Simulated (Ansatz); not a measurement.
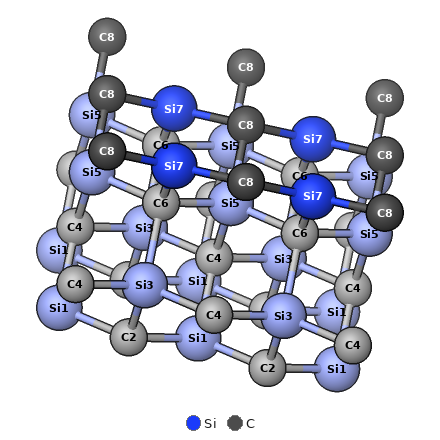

The system is H on a SiC(110) slab cut from the F-43m phase, its upper half relaxed before the scan (8 atoms of substrate and one adsorbate in a 1 × 1 cell); the picture shows it without the atoms that are moved over the map. H is moved over the surface cell; relaxed at each place: the height of the adsorbate's atoms; substrate rigid; the origin of the map has the adsorbate above C8. Places are given modulo a cell vector. The map is drawn in real space over the plane of the surface. Grid: 6 × 6 points; 24 points were computed and 12 follow by symmetry. Energies are in eV, from the lowest grid point. At some places the adsorbate sinks to or below the level of the top layer. The magnetic moment jumps between some neighbouring points. With one adsorbate in each 1 × 1 cell, its nearest image is 3.1 Å away, so neighbouring adsorbates interact. Method: Ansatz 0.2.0, DFT PBE, scalar-relativistic, plane waves, PAW. Settings: cutoff 420 eV, k-mesh 9×6×1, gaussian smearing 0.05 eV, spin-polarised.

Range: position of H9 along the first surface vector from 0.000 to 0.833; position of H9 along the second surface vector from 0.000 to 0.833.

Question: Predict the map.

Answer: The lowest grid point is at (0/6, 5/6) of the cell vectors [nearest 1 C at 1.11 Å]. The highest grid point, a place at or below the level of the top layer, (3/6, 5/6) of the cell vectors, lies 3.35 eV above the lowest. At the lowest point the adsorbate has 1 C at 1.11 Å as nearest neighbours, at the highest 1 C at 1.52 Å. Its relaxed height above the top atom is 0.84 Å at the lowest and −1.08 Å at the highest point.

```csv
"second ↓, first →",0/6,1/6,2/6,3/6,4/6,5/6
5/6,0.00,0.42,1.77,3.35,1.77,0.42
4/6,1.61,1.82,2.14,2.28,2.14,1.82
3/6,2.43,2.11,1.64,1.44,1.64,2.11
2/6,2.74,2.18,1.57,1.31,1.57,2.18
1/6,1.86,1.80,1.79,1.76,1.79,1.80
0/6,0.49,0.76,1.71,2.10,1.71,0.76
```

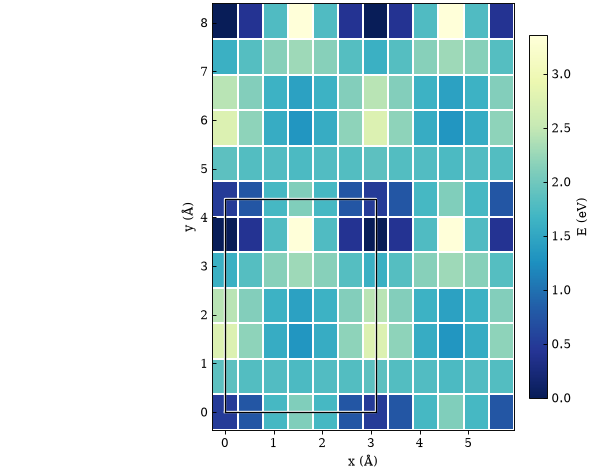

The picture shows one coloured cell a grid point, the outline of one cell of the 2 × 2 shown.

Time for the 24 points that were run: 79 min on 2 threads of Arm Neoverse V1, with other jobs on the host.

PAW datasets: the set soft_1.
